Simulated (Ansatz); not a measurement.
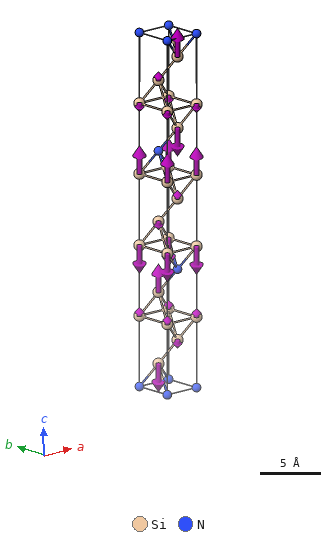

This is a relaxation of solid Si4N (a generated structure, set up in R-3m) (coarse preliminary run). The starting structure is drawn; purple arrows show the displacements (the part carried along by the change of the cell is left out), magnified 5 times.

The picture is a ball-and-stick view of the conventional cell (3 times the calculation's cell), seen from a free direction. Lengths and directions refer to the drawn axes.

These are results of Ansatz, DFT PBE, scalar-relativistic, plane waves, PAW, not measurements.

Input file:
```yaml
crystal:
  lattice:
    - [1.3839876, 0.79904561, 11.23185141]
    - [-1.3839876, 0.79904561, 11.23185141]
    - [0.0, -1.59809122, 11.23185141]
  atoms:
    - { symbol: Si, position: [0.39893299, 0.39893299, 0.39893299] }
    - { symbol: Si, position: [0.80019099, 0.80019099, 0.80019099] }
    - { symbol: Si, position: [0.19980901, 0.19980901, 0.19980901] }
    - { symbol: Si, position: [0.60106701, 0.60106701, 0.60106701] }
    - { symbol: "N", position: [0.0, 0.0, 0.0], spin: 1.0 }
basis:
  ecutwfc: 420
kpoints:
  mp_grid: { grid: [6, 6, 6] }
hamiltonian:
  xc: pbe
scf:
  occupations: { method: gaussian, width: 0.1 }
  lower_state_search: "off"
output:
  forces: true
  stress: true
  eigenvalues: true
  populations: true
magnetization:
  spin_polarized: true
relax:
  adjacent_minimum: "off"
  f_tol: 0.04
  max_steps: 70
  cell: { stress_tol: 0.4 }
```

Run as
```bash
ansatz run input.yaml --threads 1 --pin off --max-ram 2560MiB --backend cpu --events-out ev --progress --plain --runs-dir out
```

Atoms of which element are displaced furthest, and by how much?

Answer. Silicon: up to 0.55 Å, against 0.00 Å for nitrogen.

What did the optimiser do to the structure, and how much energy did it gain?

Answer. After 6 accepted moves (8 points after the start) the energy has fallen by 800 meV per atom. Largest force component: 1.9 eV/Å at the start, 0.0045 eV/Å at the end. The pressure goes from −10.44 to −0.19 GPa. The line search rejected the trial step at point 4 of the run. At 1 point the geometry stayed and the basis and grid were re-selected for the new cell (energy shift of 0.7 meV per atom at most each time). The largest moves relative to the cell, 0.55 Å, are those of Si1 and Si4. Si1 goes along −c. N stays in place. The drawn cell changes as follows: a = b 2.768 → 2.739 Å (−1.1 %), c 33.696 → 28.767 Å (−14.6 %); the volume changes by −16.4 %. Near-neighbour distances that change, for instance: Si1–N5 2.728 → 2.072 Å, Si1–Si1 2.768 → 2.739 Å, Si1–Si2 2.791 → 2.820 Å, Si2–Si3 2.746 → 2.741 Å. The space group stays R-3m (No. 166). The program noted that the starting moments weren't kept. The run may lie on a higher electronic state than the lowest, so the end point isn't shown to be the ground-state structure. The run took 2.7 min on 1 thread of Intel(R) Xeon(R) Processor @ 2.70GHz, with other jobs on the host, peak memory 0.49 GiB.
